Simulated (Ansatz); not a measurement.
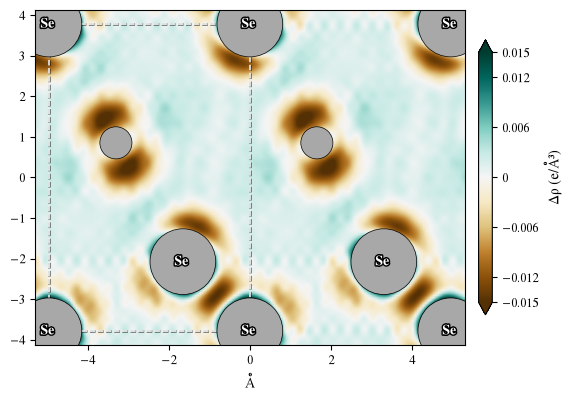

Se. Difference of the valence pseudo-densities of two functionals at the same geometry, on the (110) plane of the calculation cell: one of LDA and r2SCAN less the other.

Both computed with Ansatz (plane waves, PAW), on the same k-point mesh. Grey discs cover the atomic cores.

```
Se
1.0
     4.36620    0.00000    0.00000
    -2.18310    3.78124    0.00000
     0.00000    0.00000    4.95360
Se
3
Direct
  0.77460 0.77460 0.00000
  0.00000 0.22540 0.66667
  0.22540 0.00000 0.33333
```

Which was subtracted from which, and what does the map show?

It is LDA less r2SCAN. Against r2SCAN, LDA gives less density around Se (−0.007 e/Å³ on average at 1.0 Å from the nucleus) and a change of −0.015 e/Å³ at the midpoint of Se–Se.
